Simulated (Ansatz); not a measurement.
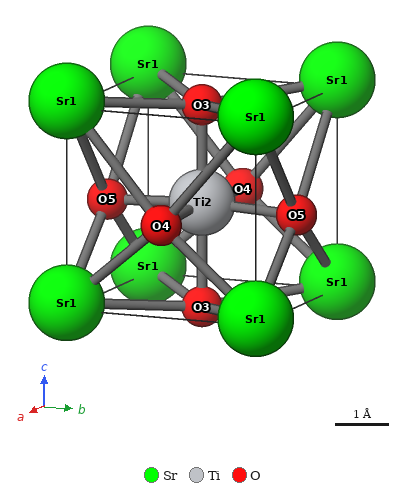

Figure 1. The input geometry of the first run (ball-and-stick view of the cell of the calculation, set on other vectors, seen slightly off an axis; atoms are numbered from 1 in the order of the input). An atom can appear more than once, as a periodic image.

# SrTiO$_{3}$: a changed input and its effect

System: SrTiO$_{3}$ (P4mm, 5 atoms in the cell).
Method of the first run: DFT PBEsol, scalar-relativistic, plane waves, PAW, PAW set soft_1, no spin polarisation (Ansatz 0.2.0).

The structure derives from an entry of the Crystallography Open Database. Text and figures count atoms from 1; the logs count them from 0 in places.

## The input, the first run
```yaml
crystal:
  lattice:
    - [3.89138154, 0.0, 0.0]
    - [0.0, 3.89138154, 0.0]
    - [0.0, 0.0, 3.89138154]
  atoms:
    - { symbol: Sr, position: [0.0339994257, 0.0, 0.0] }
    - { symbol: Ti, position: [0.4794023842, 0.5, 0.5] }
    - { symbol: O, position: [-0.0368839925, 0.5, 0.5] }
    - { symbol: O, position: [0.4561542408, 0.0, 0.5] }
    - { symbol: O, position: [0.4561542408, 0.5, 0.0] }
basis:
  ecutwfc: 520.0
kpoints:
  mp_grid: { grid: [8, 8, 8] }
hamiltonian:
  xc: pbesol
  pseudopotentials: { kind: paw, azcp: { folder: soft_1 } }
scf:
  occupations: { method: gaussian, width: 0.05 }
output:
  forces: true
  stress: true
  eigenvalues: true
```

Launched with:
```bash
ansatz run input.yaml --threads 2 --pin off --max-ram 4096MiB --backend cpu --events-out ev --progress --plain --runs-dir out
```

Hardware: 2 threads of Arm Neoverse N1, 98 GiB of memory available, shared host.

## Output, shortened to warnings, some set-up lines, iterations and results (the first run)
```
Warning: [file] the record states the generating functional pbe (its physics header spells it `PBE`), which answers neither for hamiltonian.xc's functional nor for the pbesol family's — results may be inconsistent (PPs are generated against a specific XC)
Warning: [file] the record states the generating functional pbe (its physics header spells it `PBE`), which answers neither for hamiltonian.xc's functional nor for the pbesol family's — results may be inconsistent (PPs are generated against a specific XC)
Warning: [file] the record states the generating functional pbe (its physics header spells it `PBE`), which answers neither for hamiltonian.xc's functional nor for the pbesol family's — results may be inconsistent (PPs are generated against a specific XC)
Basis set: ecut = 520 eV, 1575 PW (Γ), exchange–correlation on 60×60×60 points (8 copies of the dense FFT grid, shifted against one another)
Symmetry: 8 space group operations
k-points: 75 of 512 (time reversal used)
Initial density: superposition of atomic densities (chi_scale 0.1, normalization cell, long waves kept (reshape's long-wave potential 0.00 eV rms))
[...]
SCF iter   1: F=—  HF=-7657.468749 eV  |F-HF|=—  |Δ(HF+E_count)|=         —  Δρ=5.28e-2  dr2=1.53e0  ethr=3.10e-3  ⟨swp⟩=7.6  Hψ=9964  notcnv=0
SCF iter   2: F=—  HF=-7657.266529 eV  |F-HF|=—  |Δ(HF+E_count)|=   2.02e-1  Δρ=2.83e-2  dr2=5.50e-1  ethr=3.10e-3  ⟨swp⟩=2.2  Hψ=2789  notcnv=0  defer=75
SCF iter   3: F=—  HF=-7657.186007 eV  |F-HF|=—  |Δ(HF+E_count)|=   8.05e-2  Δρ=7.46e-3  dr2=2.13e-2  ethr=1.38e-3  ⟨swp⟩=2.3  Hψ=3468  notcnv=0  defer=75
SCF iter   4: F=—  HF=-7657.187934 eV  |F-HF|=—  |Δ(HF+E_count)|=   1.93e-3  Δρ=2.56e-3  dr2=2.42e-3  ethr=5.33e-5  ⟨swp⟩=2.3  Hψ=3153  notcnv=0
SCF iter   5: F=—  HF=-7657.188839 eV  |F-HF|=—  |Δ(HF+E_count)|=   9.04e-4  Δρ=3.73e-4  dr2=8.14e-5  ethr=6.04e-6  ⟨swp⟩=2.0  Hψ=3301  notcnv=0
SCF iter   6: F=—  HF=-7657.189005 eV  |F-HF|=—  |Δ(HF+E_count)|=   1.66e-4  Δρ=1.08e-4  dr2=8.16e-6  ethr=2.04e-7  ⟨swp⟩=2.0  Hψ=3016  notcnv=0
SCF iter   7: F=—  HF=-7657.189007 eV  |F-HF|=—  |Δ(HF+E_count)|=   2.49e-6  Δρ=3.08e-5  dr2=6.75e-7  ethr=2.04e-8  ⟨swp⟩=2.3  Hψ=3135  notcnv=0
SCF iter   8: F=-7657.189007 eV  HF=-7657.189007 eV  |F-HF|=3.50e-8  |Δ(HF+E_count)|=   1.50e-8  Δρ=1.11e-5  dr2=6.13e-8  ethr=2.50e-10  ⟨swp⟩=6.9  Hψ=9266  notcnv=0
SCF 1 converged in 8 iterations: F = -7657.189007 eV  dr2 = 6.13e-8
SCF converged after 8 iterations
Free energy (F): -7657.189007 eV
Harris-Foulkes:  -7657.189007 eV  (|F-HF|=3.50e-8)
Internal energy: -7657.189007 eV  (E = F + TS)
E sigma→0 (E₀):  -7657.189007 eV
Fermi energy:    10.833999 eV
--- Per-component energies (eV) ---
  E_band       = -203.949280
  E_kinetic    = 1021.073204
  E_local      = -2462.117191  (includes V_loc(G=0)·N_el)
  E_nonlocal   = 451.143073
  E_hartree    = 853.296677
  E_xc         = -505.051190
  E_vxc        = -577.843462  (∫ρ·V_xc dr)
  E_paw        = -4125.809116  (= ΣΔE_a)
  E_vpaw       = -342.796796  (= ΣTr[D̂ρ^β])
  E_aug_tail   = 0.000614  (compensation charges beyond the density's cutoff)
  E_ewald      = -2890.104674
  E_core_change = 0.379596  (= ΣΔE_core)
  E_smearing   = -0.000000  (= −TS)
  E_closure    = 0.000000  (closes the sum)
  Σ components = -7657.189007   (vs F -7657.189007, Δ=0.00e0)
--- Forces (eV/Å), atoms counted from 1 ---
  atom   1  Sr    -0.91865154     0.00000000     0.00000000
  atom   2  Ti     0.66328472    -0.00000000     0.00000000
  atom   3  O      0.01871941     0.00000000     0.00000000
  atom   4  O      0.11833708    -0.00000000     0.00000000
  atom   5  O      0.11833708     0.00000000     0.00000000
  max |Σ_I F_I| component: 2.67e-5 eV/Å
--- Stress (GPa, compression-positive) ---
        2.867415       0.000000       0.000000
        0.000000       1.678556       0.000000
        0.000000       0.000000       1.678556
  P = ⅓ Tr σ = 2.0748 GPa (20.748 kbar)
```

For the second run the input was changed thus:
```diff
-    - { symbol: Sr, position: [0.0339994257, 0.0, 0.0] }
-    - { symbol: Ti, position: [0.4794023842, 0.5, 0.5] }
-    - { symbol: O, position: [-0.0368839925, 0.5, 0.5] }
-    - { symbol: O, position: [0.4561542408, 0.0, 0.5] }
-    - { symbol: O, position: [0.4561542408, 0.5, 0.0] }
+    - { symbol: Sr, position: [0.0072188559, 0.0, 0.0] }
+    - { symbol: Ti, position: [0.5178206165, 0.5, 0.5] }
+    - { symbol: O, position: [-0.0291211991, 0.5, 0.5] }
+    - { symbol: O, position: [0.4681347103, 0.0, 0.5] }
+    - { symbol: O, position: [0.4681347103, 0.5, 0.0] }
```

How does the second run compare with the first run?

With the same functional and potentials, the second run lies 9.1 meV per atom lower. The gap on the mesh goes from 1.87 to 1.96 eV. The pressure goes from 2.07 to 2.43 GPa. The largest force goes from 0.919 to 1.196 eV/Å. The number of SCF iterations is the same.

## Output, shortened to warnings, some set-up lines, iterations and results (the second run)
```
Warning: [file] the record states the generating functional pbe (its physics header spells it `PBE`), which answers neither for hamiltonian.xc's functional nor for the pbesol family's — results may be inconsistent (PPs are generated against a specific XC)
Warning: [file] the record states the generating functional pbe (its physics header spells it `PBE`), which answers neither for hamiltonian.xc's functional nor for the pbesol family's — results may be inconsistent (PPs are generated against a specific XC)
Warning: [file] the record states the generating functional pbe (its physics header spells it `PBE`), which answers neither for hamiltonian.xc's functional nor for the pbesol family's — results may be inconsistent (PPs are generated against a specific XC)
Basis set: ecut = 520 eV, 1575 PW (Γ), exchange–correlation on 60×60×60 points (8 copies of the dense FFT grid, shifted against one another)
Symmetry: 8 space group operations
k-points: 75 of 512 (time reversal used)
Initial density: superposition of atomic densities (chi_scale 0.1, normalization cell, long waves kept (reshape's long-wave potential 0.00 eV rms))
[...]
SCF iter   1: F=—  HF=-7657.450814 eV  |F-HF|=—  |Δ(HF+E_count)|=         —  Δρ=5.26e-2  dr2=1.30e0  ethr=3.10e-3  ⟨swp⟩=7.5  Hψ=9930  notcnv=0
SCF iter   2: F=—  HF=-7657.286376 eV  |F-HF|=—  |Δ(HF+E_count)|=   1.64e-1  Δρ=2.74e-2  dr2=4.49e-1  ethr=3.10e-3  ⟨swp⟩=2.2  Hψ=2791  notcnv=0  defer=75
SCF iter   3: F=—  HF=-7657.231513 eV  |F-HF|=—  |Δ(HF+E_count)|=   5.49e-2  Δρ=7.11e-3  dr2=1.94e-2  ethr=1.12e-3  ⟨swp⟩=2.4  Hψ=3720  notcnv=0  defer=75
SCF iter   4: F=—  HF=-7657.233516 eV  |F-HF|=—  |Δ(HF+E_count)|=   2.00e-3  Δρ=2.39e-3  dr2=2.08e-3  ethr=4.85e-5  ⟨swp⟩=2.2  Hψ=3038  notcnv=0
SCF iter   5: F=—  HF=-7657.234241 eV  |F-HF|=—  |Δ(HF+E_count)|=   7.25e-4  Δρ=3.19e-4  dr2=4.84e-5  ethr=5.21e-6  ⟨swp⟩=2.0  Hψ=3445  notcnv=0
SCF iter   6: F=—  HF=-7657.234408 eV  |F-HF|=—  |Δ(HF+E_count)|=   1.68e-4  Δρ=8.60e-5  dr2=4.96e-6  ethr=1.21e-7  ⟨swp⟩=2.0  Hψ=3130  notcnv=0
SCF iter   7: F=—  HF=-7657.234411 eV  |F-HF|=—  |Δ(HF+E_count)|=   2.42e-6  Δρ=2.61e-5  dr2=3.86e-7  ethr=1.24e-8  ⟨swp⟩=2.3  Hψ=2735  notcnv=0
SCF iter   8: F=-7657.234411 eV  HF=-7657.234411 eV  |F-HF|=4.04e-8  |Δ(HF+E_count)|=   3.09e-8  Δρ=1.13e-5  dr2=6.44e-8  ethr=2.50e-10  ⟨swp⟩=6.9  Hψ=9147  notcnv=0
SCF 1 converged in 8 iterations: F = -7657.234411 eV  dr2 = 6.44e-8
SCF converged after 8 iterations
Free energy (F): -7657.234411 eV
Harris-Foulkes:  -7657.234411 eV  (|F-HF|=4.04e-8)
Internal energy: -7657.234411 eV  (E = F + TS)
E sigma→0 (E₀):  -7657.234411 eV
Fermi energy:    10.999078 eV
--- Per-component energies (eV) ---
  E_band       = -202.521646
  E_kinetic    = 1021.282686
  E_local      = -2452.449797  (includes V_loc(G=0)·N_el)
  E_nonlocal   = 451.583444
  E_hartree    = 849.126010
  E_xc         = -504.930327
  E_vxc        = -577.678279  (∫ρ·V_xc dr)
  E_paw        = -4126.231332  (= ΣΔE_a)
  E_vpaw       = -343.509381  (= ΣTr[D̂ρ^β])
  E_aug_tail   = 0.000618  (compensation charges beyond the density's cutoff)
  E_ewald      = -2895.995310
  E_core_change = 0.379596  (= ΣΔE_core)
  E_smearing   = -0.000000  (= −TS)
  E_closure    = -0.000000  (closes the sum)
  Σ components = -7657.234411   (vs F -7657.234411, Δ=0.00e0)
--- Forces (eV/Å), atoms counted from 1 ---
  atom   1  Sr     0.07647238     0.00000000     0.00000000
  atom   2  Ti    -1.19627138    -0.00000000     0.00000000
  atom   3  O      0.90870162    -0.00000000     0.00000000
  atom   4  O      0.10549157     0.00000000     0.00000000
  atom   5  O      0.10549157     0.00000000     0.00000000
  max |Σ_I F_I| component: 1.14e-4 eV/Å
--- Stress (GPa, compression-positive) ---
        7.133728       0.000000       0.000000
        0.000000       0.078826       0.000000
        0.000000       0.000000       0.078826
  P = ⅓ Tr σ = 2.4305 GPa (24.305 kbar)
```

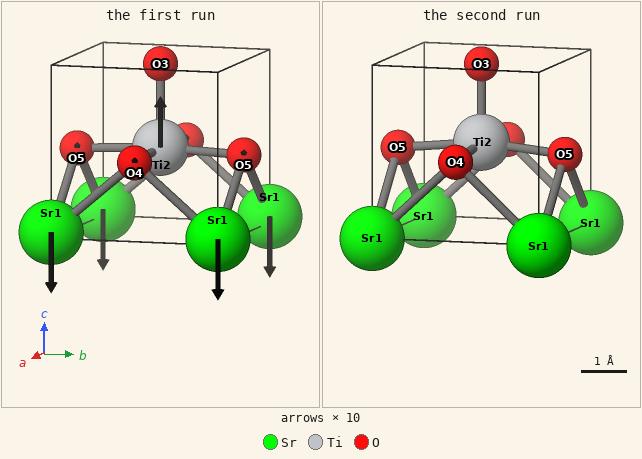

Figure 2. The two input geometries at one scale (ball-and-stick view of the cell of the calculation, set on other vectors, seen slightly off an axis). The black arrows on the first give the shifts of the atoms relative to the cell, with their mean removed, magnified 10 times. The largest move is that of Sr1, 0.14 Å. Largest moves by element: Sr 0.14 Å, Ti 0.12 Å, O 0.01 Å. (The mean shift of all atoms is removed.) The lattice vectors keep their values. Among the contacts that change: Ti2–O3 1.882 → 1.763 Å, Sr1–O4 2.974 → 2.861 Å, Sr1–O3 2.765 → 2.755 Å, Ti2–O4 1.948 → 1.955 Å.

## The two runs side by side

```tsv
quantity	the first run	the second run
outcome	converged	converged
free energy per atom (eV)	−1531.4378	−1531.4469
gap on the mesh (eV)	1.87	1.96
pressure (GPa)	2.07	2.43
largest force (eV/Å)	0.919	1.196
SCF iterations	8	8
irreducible k-points	75	75
plane waves at Γ	1575	1575
wall time (shared host)	14 s	14 s
```

For both runs: Warnings: the PAW datasets were made with another functional.
